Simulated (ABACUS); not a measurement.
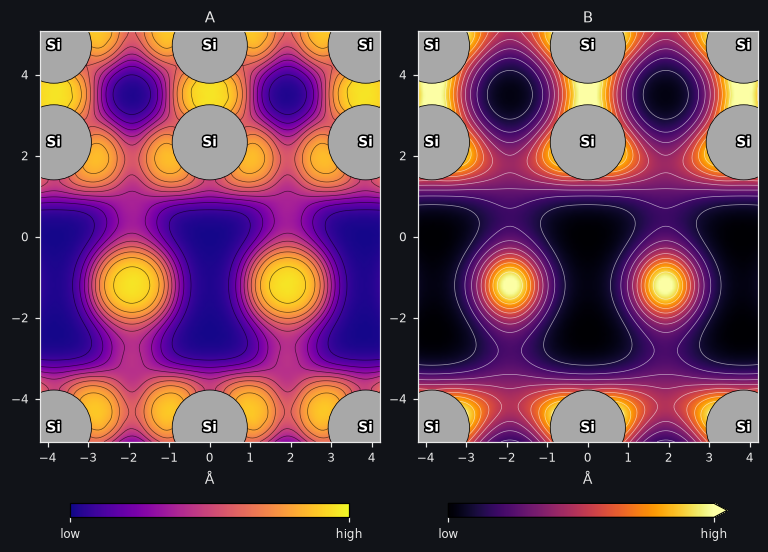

Si: 2 fields on the (101) plane of the conventional cell, with unlabelled colour scales. Grey discs cover the atomic cores.

Space group C2/m; a structure from a database of computed crystals, not necessarily the ambient phase; changed on purpose from its base cell (atoms moved at random by about 0.05 A); not relaxed (largest force 0.9 eV/Å).

All numbers below come from ABACUS, Kohn-Sham DFT of a periodic cell, PBE, PseudoDojo NC SR 0.4.1 PBE standard.

Q: The panels show electron localisation function and valence pseudo-density in some order. Assign them.

A: Panel A: electron localisation function. Panel B: valence pseudo-density. From the grid: Si–Si (2.39 Å): the density is about 0.55 e/Å³ at the midpoint; the ELF peaks at about 0.95 between the atoms; localised, covalent bonding.
